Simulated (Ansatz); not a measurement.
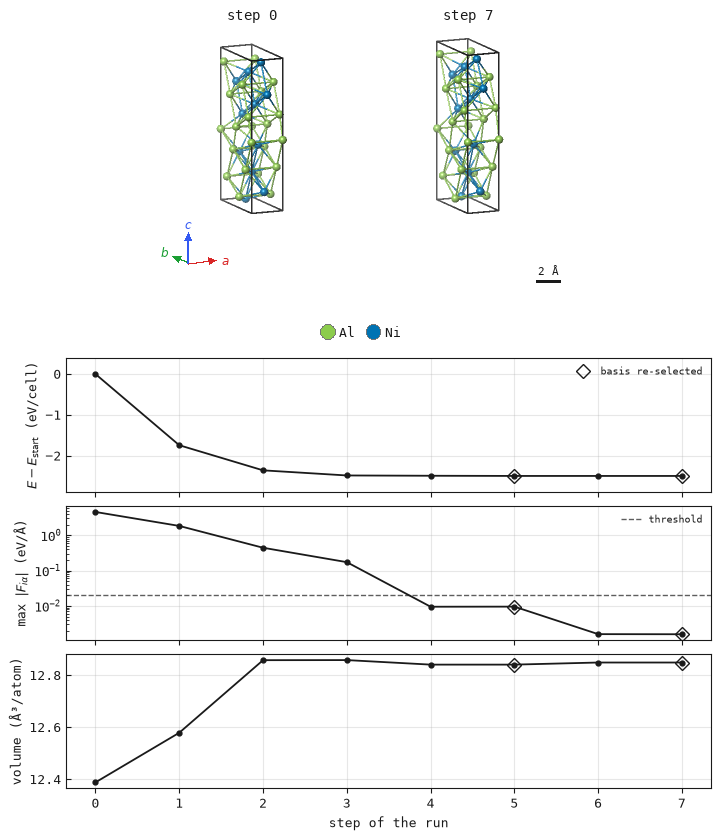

First and last geometry of a relaxation of an interface cell of composition AlNi, with the history of the run. The picture is a ball-and-stick view of the cell of the calculation, seen slightly off an axis.

Case: symmetric tilt boundary Sigma 5 (2 1 0), mirror between planes, shift [0, 0.5].

Computed with Ansatz, DFT PBE, scalar-relativistic, plane waves, PAW.

Input
```yaml
crystal:
  lattice:
    - [2.8930835297, 0.0, 0.0]
    - [0.0, 6.4691314369, 0.0]
    - [0.0, 0.0, 13.2382628738]
  atoms:
    - { symbol: Al, position: [0.0, 0.4, 0.0733003812] }
    - { symbol: Al, position: [0.0, 0.8, 0.1710342229] }
    - { symbol: Al, position: [0.0, 0.2, 0.2687680645] }
    - { symbol: Al, position: [0.0, 0.6, 0.3665019062] }
    - { symbol: Ni, position: [0.5, 0.7, 0.0244334604] }
    - { symbol: Ni, position: [0.5, 0.1, 0.1221673021] }
    - { symbol: Ni, position: [0.5, 0.5, 0.2199011437] }
    - { symbol: Ni, position: [0.5, 0.9, 0.3176349854] }
    - { symbol: Ni, position: [0.5, 0.3, 0.415368827] }
    - { symbol: Al, position: [0.0, 0.0, 0.4642357478] }
    - { symbol: Al, position: [0.0, 0.9, 0.915368827] }
    - { symbol: Al, position: [0.0, 0.3, 0.8176349854] }
    - { symbol: Al, position: [0.0, 0.7, 0.7199011437] }
    - { symbol: Al, position: [0.0, 0.1, 0.6221673021] }
    - { symbol: Ni, position: [0.5, 0.2, 0.9642357478] }
    - { symbol: Ni, position: [0.5, 0.6, 0.8665019062] }
    - { symbol: Ni, position: [0.5, 0.0, 0.7687680645] }
    - { symbol: Ni, position: [0.5, 0.4, 0.6710342229] }
    - { symbol: Ni, position: [0.5, 0.8, 0.5733003812] }
    - { symbol: Al, position: [0.0, 0.5, 0.5244334604] }
basis:
  ecutwfc: 420
kpoints:
  mp_grid: { grid: [12, 6, 3] }
hamiltonian:
  xc: pbe
scf:
  occupations: { method: gaussian, width: 0.1 }
output:
  forces: true
  stress: true
  eigenvalues: true
  populations: true
  write_density: true
  write_potential: true
  elf: true
  volumetric_format: npy
relax:
  adjacent_minimum: "off"
  f_tol: 0.02
  max_steps: 60
  cell: { fix: [a, b, alpha, beta, gamma], stress_tol: 0.1 }
```

Run as
```bash
ansatz run input.yaml --threads 4 --pin off --max-ram 11264MiB --backend cpu --events-out ev --progress --plain --runs-dir out
```

Q: What do the curves and the structures tell?

A: It converged. The largest moves relative to the cell, 0.27 Å, are those of Al4 and Al14. Al4 goes along −c. By element the largest moves are Al 0.27 Å, Ni 0.20 Å. Cell: a unchanged at 2.893 Å, b unchanged at 6.469 Å, c 13.238 → 13.731 Å (+3.7 %). Volume +3.7 %. Near-neighbour distances that change, for instance: Al10–Al14 2.189 → 2.722 Å, Ni5–Ni16 2.189 → 2.470 Å, Ni15–Ni17 2.893 → 2.685 Å, Al10–Ni19 2.419 → 2.602 Å. Over 5 accepted moves (7 points after the start) the energy falls by 2.493 eV per cell of the calculation. The largest force component goes from 4.6 to 0.0016 eV/Å. The pressure goes from 4.73 to −2.33 GPa. The SCF was repeated twice at an unchanged geometry on a basis and grid sized afresh for the cell, which shifted the energy by 4.5 meV per cell of the calculation at most. The run took 8.7 min on 4 threads of Arm Neoverse V2 (shared host), peak memory 1.7 GiB.

```csv
step,"E − E(0), meV/atom","largest force component, eV/Å","pressure, GPa","volume, Å³/atom",note
0,0.00,4.5717,4.73,12.388,
1,-87.09,1.8408,0.68,12.579,
2,-117.81,0.4436,-2.41,12.858,
3,-124.08,0.1735,-2.43,12.858,
4,-124.43,0.0095,-2.27,12.841,
5,-124.66,0.0095,-2.25,12.841,"same geometry, new basis"
6,-124.66,0.0016,-2.33,12.849,
7,-124.67,0.0016,-2.33,12.849,"same geometry, new basis"
```

Limits of the set-up: an element that often carries a moment was run without spin polarisation.
